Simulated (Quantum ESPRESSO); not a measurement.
Band-structure run, with input and output: PbS (part 2 of 3)

The same run, continued: PbS (4 atoms in the cell); Kohn-Sham DFT of a periodic cell, r2SCAN, SG15 PBE 1.2, no spin polarisation (Quantum ESPRESSO 7.5); cutoff 761.92 eV, 6×6×5 k-mesh, fermi-dirac of 0.05 eV. The structure derives from a Materials Project entry.

Geometry of the input (Å; fractional positions):
```
2.0800  -5.9913  0.0000
2.0800  5.9913  0.0000
0.0000  0.0000  4.2793
Pb 0.1306  0.8694  0.2500
Pb 0.8694  0.1306  0.7500
S  0.3548  0.6452  0.2500
S  0.6452  0.3548  0.7500
```

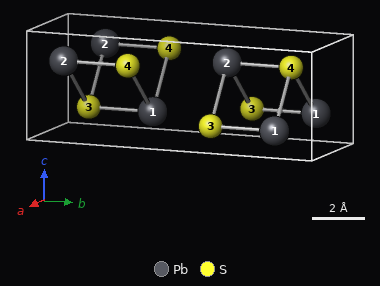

Figure 1. The structure as given in the input (ball-and-stick view of the cell 2 times as large as that of the calculation, set on its symmetry axes, seen slightly off an axis; atoms are numbered from 1 in the order of the input). An atom can appear more than once, as a periodic image.

What the program printed, continued
```
     iteration #  8     ecut=    56.00 Ry     beta= 0.50
     Davidson diagonalization with overlap
     ethr =  6.27E-09,  avg # of iterations =  2.8

     total energy              =    -265.59999349 Ry
     estimated scf accuracy    <       0.00000028 Ry

     iteration #  9     ecut=    56.00 Ry     beta= 0.50
     Davidson diagonalization with overlap
     ethr =  7.08E-10,  avg # of iterations =  2.0

     total energy              =    -265.59999356 Ry
     estimated scf accuracy    <       0.00000005 Ry

     iteration # 10     ecut=    56.00 Ry     beta= 0.50
     Davidson diagonalization with overlap
     ethr =  1.31E-10,  avg # of iterations =  2.0

     End of self-consistent calculation

          k = 0.0000 0.0000 0.0000 (  5093 PWs)   bands (ev):

    -8.3004  -8.1384  -8.1284  -8.1177  -8.0865  -8.0719  -8.0627  -8.0626
    -8.0455  -8.0006  -5.6208  -3.7247   0.6053   1.6421   3.7077   4.9781
     5.5409   6.2834   6.4535   7.4292  12.9896  13.0763  13.2438  13.8249
    13.9676  13.9813  14.3293  15.6409

          k = 0.0000 0.0000 0.1979 (  5093 PWs)   bands (ev):

    -8.2684  -8.1422  -8.1280  -8.1009  -8.0898  -8.0888  -8.0778  -8.0454
    -8.0379  -8.0175  -5.3894  -3.7510   0.0953   1.1094   3.9554   5.5451
     5.8462   6.5358   6.9552   7.1870  12.0414  12.1276  12.1763  13.1395
    13.1800  13.5740  14.7303  16.5427

          k = 0.0000 0.0000 0.3957 (  5090 PWs)   bands (ev):

    -8.2049  -8.1605  -8.1116  -8.1113  -8.1088  -8.0765  -8.0737  -8.0510
    -8.0362  -8.0335  -4.7657  -4.0613  -0.3470   0.1427   4.7127   5.6684
     6.5739   6.9402   7.3798   7.7807  10.2749  10.4884  10.9579  11.4233
    13.2342  13.2904  17.0818  17.9392

          k = 0.1696 0.0589 0.0000 (  5101 PWs)   bands (ev):

    -8.2771  -8.1327  -8.1258  -8.1045  -8.0876  -8.0826  -8.0692  -8.0665
    -8.0486  -8.0036  -5.4396  -3.7455   0.2635   1.1790   3.9966   5.2409
     5.7798   6.6072   6.7679   7.3871  11.4054  12.7091  12.7781  13.0654
    13.2619  13.8333  14.8918  16.2049

          k = 0.1696 0.0589 0.1979 (  5104 PWs)   bands (ev):

    -8.2572  -8.1436  -8.1246  -8.1019  -8.0972  -8.0834  -8.0749  -8.0539
    -8.0453  -8.0166  -5.2061  -3.7486   0.0272   0.8846   4.2446   4.7011
     5.9010   6.6893   7.3404   7.4613  10.8203  11.1398  12.3483  13.1109
    13.4424  13.8497  15.8352  16.5674

          k = 0.1696 0.0589 0.3957 (  5094 PWs)   bands (ev):

    -8.2208  -8.1824  -8.1191  -8.1130  -8.0970  -8.0760  -8.0655  -8.0536
    -8.0398  -8.0305  -4.6036  -3.9795  -0.2156   0.1990   4.8767   5.0397
     5.9838   6.2888   6.7557   7.2854  10.6200  11.2016  12.1484  12.5057
    12.9479  13.3781  17.0000  17.6944

          k = 0.1696 0.0589-0.3957 (  5094 PWs)   bands (ev):

    -8.2208  -8.1824  -8.1191  -8.1130  -8.0970  -8.0760  -8.0655  -8.0536
    -8.0398  -8.0305  -4.6036  -3.9795  -0.2156   0.1990   4.8767   5.0397
     5.9838   6.2888   6.7557   7.2854  10.6200  11.2016  12.1484  12.5057
    12.9479  13.3781  17.0000  17.6944

          k = 0.1696 0.0589-0.1979 (  5104 PWs)   bands (ev):

    -8.2572  -8.1436  -8.1246  -8.1019  -8.0972  -8.0834  -8.0749  -8.0539
    -8.0453  -8.0166  -5.2061  -3.7486   0.0272   0.8846   4.2446   4.7011
     5.9010   6.6893   7.3404   7.4613  10.8203  11.1398  12.3483  13.1109
    13.4424  13.8497  15.8352  16.5674

          k = 0.3392 0.1178 0.0000 (  5088 PWs)   bands (ev):

    -8.2237  -8.1376  -8.1236  -8.1044  -8.0910  -8.0839  -8.0769  -8.0614
    -8.0515  -8.0112  -4.9451  -3.8825  -0.3891   0.3874   4.8171   5.9437
     6.3550   6.9029   7.0402   7.6624  10.0738  11.0938  11.1352  11.8631
    11.9727  13.7626  16.5374  16.7103

          k = 0.3392 0.1178 0.1979 (  5097 PWs)   bands (ev):

    -8.2347  -8.1727  -8.1293  -8.1017  -8.0935  -8.0707  -8.0685  -8.0594
    -8.0533  -8.0166  -4.7250  -3.8203  -0.2418   0.4271   4.4887   5.0080
     5.7334   6.6777   6.7932   7.4290  10.4673  11.1212  11.3895  12.9244
    13.2261  13.8178  15.8584  17.2461

          k = 0.3392 0.1178 0.3957 (  5090 PWs)   bands (ev):

    -8.2568  -8.2370  -8.1275  -8.1097  -8.0797  -8.0745  -8.0510  -8.0489
    -8.0408  -8.0258  -4.2220  -3.8407   0.0645   0.3452   3.9316   4.7435
     5.1327   5.5609   6.2314   6.5296  11.6879  12.1186  12.3631  13.2712
    13.5909  14.3861  15.9644  16.5909

          k = 0.3392 0.1178-0.3957 (  5090 PWs)   bands (ev):

    -8.2568  -8.2370  -8.1275  -8.1097  -8.0797  -8.0745  -8.0510  -8.0489
    -8.0408  -8.0258  -4.2220  -3.8407   0.0645   0.3452   3.9316   4.7435
     5.1327   5.5609   6.2314   6.5296  11.6879  12.1186  12.3631  13.2712
    13.5909  14.3861  15.9644  16.5909

          k = 0.3392 0.1178-0.1979 (  5097 PWs)   bands (ev):

    -8.2347  -8.1727  -8.1293  -8.1017  -8.0935  -8.0707  -8.0685  -8.0594
    -8.0533  -8.0166  -4.7250  -3.8203  -0.2418   0.4271   4.4887   5.0080
     5.7334   6.6777   6.7932   7.4290  10.4673  11.1212  11.3895  12.9244
    13.2261  13.8178  15.8584  17.2464

          k =-0.5088-0.1766 0.0000 (  5086 PWs)   bands (ev):

    -8.1731  -8.1685  -8.1243  -8.1162  -8.0939  -8.0805  -8.0768  -8.0507
    -8.0485  -8.0161  -4.3903  -4.2418  -0.6980   0.0271   5.8485   5.9238
     6.6458   6.8217   7.4797   7.5761  10.0146  10.0612  10.3839  11.1257
    11.3302  13.6562  16.6239  17.8242

          k =-0.5088-0.1766 0.1979 (  5078 PWs)   bands (ev):

    -8.2142  -8.2030  -8.1335  -8.0996  -8.0890  -8.0728  -8.0709  -8.0616
    -8.0386  -8.0169  -4.2213  -4.0976  -0.4503   0.2100   5.0423   5.2492
     5.8600   6.1272   6.5298   6.9326  10.8391  11.1192  11.3928  12.3244
    13.1154  13.5194  15.8688  16.6322

          k =-0.5088-0.1766 0.3957 (  5108 PWs)   bands (ev):

    -8.2727  -8.2672  -8.1320  -8.1111  -8.0740  -8.0713  -8.0501  -8.0438
    -8.0313  -8.0229  -3.9158  -3.8655   0.1591   0.4970   3.7542   3.8957
     4.9897   5.0395   6.4122   6.4793  11.3017  12.1612  13.1778  13.3044
    14.5662  14.5995  15.6136  16.1244

          k = 0.1696-0.0589 0.0000 (  5101 PWs)   bands (ev):

    -8.2771  -8.1327  -8.1258  -8.1045  -8.0876  -8.0826  -8.0692  -8.0665
    -8.0486  -8.0036  -5.4396  -3.7455   0.2635   1.1790   3.9966   5.2409
     5.7798   6.6072   6.7679   7.3871  11.4054  12.7091  12.7781  13.0654
    13.2619  13.8333  14.8918  16.2052

          k = 0.1696-0.0589 0.1979 (  5104 PWs)   bands (ev):

    -8.2572  -8.1436  -8.1246  -8.1019  -8.0972  -8.0834  -8.0749  -8.0539
    -8.0453  -8.0166  -5.2061  -3.7486   0.0272   0.8846   4.2446   4.7011
     5.9010   6.6893   7.3404   7.4613  10.8203  11.1398  12.3483  13.1109
    13.4424  13.8497  15.8352  16.5673

          k = 0.1696-0.0589 0.3957 (  5094 PWs)   bands (ev):

    -8.2208  -8.1824  -8.1191  -8.1130  -8.0970  -8.0760  -8.0655  -8.0536
    -8.0398  -8.0305  -4.6036  -3.9795  -0.2156   0.1990   4.8767   5.0397
     5.9838   6.2888   6.7557   7.2854  10.6200  11.2016  12.1484  12.5057
    12.9479  13.3781  17.0000  17.6944

          k = 0.1696-0.0589-0.3957 (  5094 PWs)   bands (ev):

    -8.2208  -8.1824  -8.1191  -8.1130  -8.0970  -8.0760  -8.0655  -8.0536
    -8.0398  -8.0305  -4.6036  -3.9795  -0.2156   0.1990   4.8767   5.0397
     5.9838   6.2888   6.7557   7.2854  10.6200  11.2016  12.1484  12.5057
    12.9479  13.3781  17.0000  17.6945

          k = 0.1696-0.0589-0.1979 (  5104 PWs)   bands (ev):

    -8.2572  -8.1436  -8.1246  -8.1019  -8.0972  -8.0834  -8.0749  -8.0539
    -8.0453  -8.0166  -5.2061  -3.7486   0.0272   0.8846   4.2446   4.7011
     5.9010   6.6893   7.3404   7.4613  10.8203  11.1398  12.3483  13.1109
    13.4424  13.8497  15.8352  16.5673

          k = 0.3392 0.0000 0.0000 (  5069 PWs)   bands (ev):

    -8.2259  -8.1367  -8.1286  -8.0982  -8.0866  -8.0834  -8.0826  -8.0656
    -8.0536  -8.0065  -4.9847  -3.8365  -0.0348   0.0911   4.4553   5.8907
     6.4515   6.9548   7.2012   7.6735   9.7800  11.2041  11.4534  11.6361
    12.3488  14.0318  16.5130  16.6843

          k = 0.3392 0.0000 0.1979 (  5087 PWs)   bands (ev):

    -8.2356  -8.1736  -8.1281  -8.1034  -8.1004  -8.0677  -8.0667  -8.0594
    -8.0515  -8.0164  -4.7602  -3.7846   0.0722   0.1896   4.4525   4.6483
     5.8666   6.7951   6.8173   7.3401  10.3436  10.9591  11.6820  13.3726
    13.5438  13.8752  15.3774  17.0220

          k = 0.3392 0.0000 0.3957 (  5079 PWs)   bands (ev):

    -8.2579  -8.2387  -8.1191  -8.1002  -8.0914  -8.0883  -8.0498  -8.0479
    -8.0358  -8.0248  -4.2422  -3.8328   0.2321   0.2966   3.9023   4.6412
     5.2112   5.7231   5.8953   6.3373  11.9830  11.9897  13.1026  13.1343
    13.8074  14.2698  15.5449  16.4112

          k = 0.3392 0.0000-0.3957 (  5079 PWs)   bands (ev):

    -8.2579  -8.2387  -8.1191  -8.1002  -8.0914  -8.0883  -8.0498  -8.0479
    -8.0358  -8.0248  -4.2422  -3.8328   0.2321   0.2966   3.9023   4.6412
     5.2112   5.7231   5.8953   6.3373  11.9830  11.9897  13.1026  13.1343
    13.8074  14.2698  15.5449  16.4112

          k = 0.3392 0.0000-0.1979 (  5087 PWs)   bands (ev):

    -8.2356  -8.1736  -8.1281  -8.1034  -8.1004  -8.0677  -8.0667  -8.0594
    -8.0515  -8.0164  -4.7602  -3.7846   0.0722   0.1896   4.4525   4.6483
     5.8666   6.7951   6.8173   7.3401  10.3436  10.9591  11.6820  13.3726
    13.5438  13.8752  15.3774  17.0220

          k = 0.5088 0.0589 0.0000 (  5071 PWs)   bands (ev):

    -8.1736  -8.1678  -8.1295  -8.1074  -8.0927  -8.0810  -8.0776  -8.0641
    -8.0395  -8.0155  -4.3925  -4.2387  -0.7267   0.0679   5.3463   6.5744
     6.6353   6.8344   7.4470   7.5775   9.7893  10.0222  10.3554  11.1037
    11.3673  13.9929  16.6578  17.3847

          k = 0.5088 0.0589 0.1979 (  5092 PWs)   bands (ev):

    -8.2116  -8.2059  -8.1307  -8.1043  -8.0911  -8.0811  -8.0623  -8.0531
    -8.0391  -8.0211  -4.2233  -4.0950  -0.4745   0.2443   4.9725   5.1515
     5.8382   6.3516   6.5880   6.9292  10.2386  11.1342  11.8358  12.4534
    13.0915  13.7576  15.4769  16.3313

          k = 0.5088 0.0589 0.3957 (  5093 PWs)   bands (ev):

    -8.2719  -8.2691  -8.1258  -8.1047  -8.0871  -8.0776  -8.0441  -8.0433
    -8.0296  -8.0232  -3.9167  -3.8645   0.1500   0.5112   3.7291   3.8222
     5.0440   5.2526   6.1766   6.5087  11.1815  12.2576  13.4828  13.6541
    14.5562  14.6058  14.9749  15.5042

          k = 0.5088 0.0589-0.3957 (  5093 PWs)   bands (ev):

    -8.2719  -8.2691  -8.1258  -8.1047  -8.0871  -8.0776  -8.0441  -8.0433
    -8.0296  -8.0232  -3.9167  -3.8645   0.1500   0.5112   3.7291   3.8222
     5.0440   5.2526   6.1766   6.5087  11.1815  12.2576  13.4828  13.6541
    14.5562  14.6058  14.9749  15.5042

          k = 0.5088 0.0589-0.1979 (  5092 PWs)   bands (ev):

    -8.2116  -8.2059  -8.1307  -8.1043  -8.0911  -8.0811  -8.0623  -8.0531
    -8.0391  -8.0211  -4.2233  -4.0950  -0.4745   0.2443   4.9725   5.1515
     5.8382   6.3516   6.5880   6.9292  10.2386  11.1342  11.8358  12.4534
    13.0915  13.7576  15.4769  16.3313

          k =-0.3392-0.2355 0.0000 (  5096 PWs)   bands (ev):

    -8.2190  -8.1388  -8.1184  -8.1035  -8.0965  -8.0837  -8.0736  -8.0646
    -8.0408  -8.0211  -4.8511  -3.9896  -0.7262   0.6365   5.6427   6.0499
     6.0723   6.7776   7.0548   7.5425  10.3617  10.5170  10.7421  11.3210
    12.3005  13.7881  16.1936  16.9717

          k =-0.3392-0.2355 0.1979 (  5090 PWs)   bands (ev):

    -8.2326  -8.1711  -8.1279  -8.0975  -8.0896  -8.0767  -8.0723  -8.0573
    -8.0476  -8.0226  -4.6421  -3.9043  -0.5556   0.6119   4.5202   5.6386
     5.8400   6.4980   6.6431   7.5335  10.2001  10.9367  11.3763  12.4204
    13.2021  13.8604  15.8483  16.8599

          k =-0.3392-0.2355 0.3957 (  5089 PWs)   bands (ev):

    -8.2553  -8.2353  -8.1294  -8.1118  -8.0762  -8.0666  -8.0526  -8.0498
    -8.0405  -8.0295  -4.1761  -3.8613  -0.1472   0.3363   3.9011   4.6880
     5.2560   5.9188   6.5115   6.7131  10.7724  11.7375  12.5701  13.3919
    13.6516  14.4811  15.4480  15.8500

          k =-0.3392-0.2355-0.3957 (  5089 PWs)   bands (ev):

    -8.2553  -8.2353  -8.1294  -8.1118  -8.0762  -8.0666  -8.0526  -8.0498
    -8.0405  -8.0295  -4.1761  -3.8613  -0.1472   0.3363   3.9011   4.6880
     5.2560   5.9188   6.5115   6.7131  10.7724  11.7375  12.5701  13.3919
    13.6516  14.4811  15.4479  15.8500

          k =-0.3392-0.2355-0.1979 (  5090 PWs)   bands (ev):

    -8.2326  -8.1711  -8.1279  -8.0975  -8.0896  -8.0767  -8.0723  -8.0573
    -8.0476  -8.0226  -4.6421  -3.9043  -0.5556   0.6119   4.5202   5.6386
     5.8400   6.4980   6.6431   7.5335  10.2001  10.9367  11.3763  12.4204
    13.2021  13.8604  15.8483  16.8600

          k =-0.1696-0.1766 0.0000 (  5108 PWs)   bands (ev):

    -8.2721  -8.1331  -8.1132  -8.0966  -8.0932  -8.0880  -8.0783  -8.0638
    -8.0356  -8.0169  -5.3518  -3.8899  -0.0843   1.3922   4.7459   5.3549
     5.6660   6.4732   6.7787   7.4195  11.0643  11.9713  12.2056  12.7634
    13.7091  13.8485  14.8211  16.2712

          k =-0.1696-0.1766 0.1979 (  5095 PWs)   bands (ev):

    -8.2550  -8.1428  -8.1162  -8.1031  -8.0898  -8.0807  -8.0719  -8.0657
    -8.0435  -8.0225  -5.1264  -3.8582  -0.2629   0.9723   4.7087   4.9846
     5.8488   6.7391   7.3927   7.4279  10.6002  11.2635  11.5338  12.7134
    13.2600  13.9118  15.9864  16.6982

          k =-0.1696-0.1766 0.3957 (  5084 PWs)   bands (ev):

    -8.2216  -8.1825  -8.1228  -8.1116  -8.0832  -8.0725  -8.0586  -8.0545
    -8.0495  -8.0335  -4.5538  -3.9999  -0.4200   0.1001   5.0025   5.5734
     5.9106   6.4798   6.8352   7.4438  10.5515  10.9007  11.8828  12.2399
    12.5221  13.3632  16.5820  17.3305

          k =-0.1696-0.1766-0.3957 (  5084 PWs)   bands (ev):

    -8.2216  -8.1825  -8.1228  -8.1116  -8.0832  -8.0725  -8.0586  -8.0545
    -8.0495  -8.0335  -4.5538  -3.9999  -0.4200   0.1001   5.0025   5.5734
     5.9106   6.4798   6.8352   7.4438  10.5515  10.9007  11.8828  12.2399
    12.5221  13.3632  16.5820  17.3305

          k =-0.1696-0.1766-0.1979 (  5095 PWs)   bands (ev):

    -8.2550  -8.1428  -8.1162  -8.1031  -8.0898  -8.0807  -8.0719  -8.0657
    -8.0435  -8.0225  -5.1264  -3.8582  -0.2629   0.9723   4.7087   4.9846
     5.8488   6.7391   7.3927   7.4279  10.6002  11.2635  11.5338  12.7134
    13.2600  13.9118  15.9864  16.6983

          k = 0.0000-0.1178 0.0000 (  5123 PWs)   bands (ev):

    -8.2973  -8.1397  -8.1208  -8.1101  -8.0911  -8.0757  -8.0725  -8.0588
    -8.0352  -8.0087  -5.5711  -3.8193   0.3809   1.7699   4.1310   5.0413
     5.4421   6.3747   6.3902   7.4516  12.0323  13.0313  13.1741  13.2721
    14.1678  14.3873  14.4521  15.4466

          k = 0.0000-0.1178 0.1979 (  5104 PWs)   bands (ev):

    -8.2670  -8.1430  -8.1212  -8.0965  -8.0944  -8.0813  -8.0787  -8.0547
    -8.0312  -8.0238  -5.3438  -3.8219  -0.0678   1.1300   4.3482   5.6417
     5.7544   6.6268   6.8849   7.2828  11.4620  12.1945  12.2476  12.5860
    13.2236  13.6586  14.7704  16.4839

          k = 0.0000-0.1178 0.3957 (  5084 PWs)   bands (ev):

    -8.2072  -8.1644  -8.1109  -8.1059  -8.1005  -8.0801  -8.0662  -8.0520
    -8.0425  -8.0332  -4.7362  -4.0732  -0.4682   0.0654   5.0514   5.9297
     6.5123   6.9634   7.2796   7.8335  10.0485  10.7514  11.0308  11.5300
    12.4924  12.9713  17.0140  18.2429

          k = 0.0000-0.1178-0.3957 (  5084 PWs)   bands (ev):

    -8.2072  -8.1644  -8.1109  -8.1059  -8.1005  -8.0801  -8.0662  -8.0520
    -8.0425  -8.0332  -4.7362  -4.0732  -0.4682   0.0654   5.0514   5.9297
     6.5123   6.9634   7.2796   7.8335  10.0485  10.7514  11.0308  11.5300
    12.4924  12.9713  17.0140  18.2429

          k = 0.0000-0.1178-0.1979 (  5104 PWs)   bands (ev):

    -8.2670  -8.1430  -8.1212  -8.0965  -8.0944  -8.0813  -8.0787  -8.0547
    -8.0312  -8.0238  -5.3438  -3.8219  -0.0678   1.1300   4.3482   5.6417
     5.7544   6.6268   6.8849   7.2828  11.4620  12.1945  12.2476  12.5860
    13.2236  13.6586  14.7704  16.4839

          k = 0.3392-0.1178 0.0000 (  5088 PWs)   bands (ev):

    -8.2237  -8.1376  -8.1236  -8.1044  -8.0910  -8.0839  -8.0769  -8.0614
    -8.0515  -8.0112  -4.9451  -3.8825  -0.3891   0.3874   4.8171   5.9437
     6.3550   6.9029   7.0402   7.6624  10.0738  11.0938  11.1352  11.8631
    11.9727  13.7626  16.5374  16.7105

          k = 0.3392-0.1178 0.1979 (  5097 PWs)   bands (ev):

    -8.2347  -8.1727  -8.1293  -8.1017  -8.0935  -8.0707  -8.0685  -8.0594
    -8.0533  -8.0166  -4.7250  -3.8203  -0.2418   0.4271   4.4887   5.0080
     5.7334   6.6777   6.7932   7.4290  10.4673  11.1212  11.3895  12.9244
    13.2261  13.8178  15.8584  17.2461

          k = 0.3392-0.1178 0.3957 (  5090 PWs)   bands (ev):

    -8.2568  -8.2370  -8.1275  -8.1097  -8.0797  -8.0745  -8.0510  -8.0489
    -8.0408  -8.0258  -4.2220  -3.8407   0.0645   0.3452   3.9316   4.7435
     5.1327   5.5609   6.2314   6.5296  11.6879  12.1186  12.3631  13.2712
    13.5909  14.3861  15.9644  16.5910

          k = 0.3392-0.1178-0.3957 (  5090 PWs)   bands (ev):

    -8.2568  -8.2370  -8.1275  -8.1097  -8.0797  -8.0745  -8.0510  -8.0489
    -8.0408  -8.0258  -4.2220  -3.8407   0.0645   0.3452   3.9316   4.7435
     5.1327   5.5609   6.2314   6.5296  11.6879  12.1186  12.3631  13.2712
    13.5909  14.3861  15.9644  16.5909

          k = 0.3392-0.1178-0.1979 (  5097 PWs)   bands (ev):
```
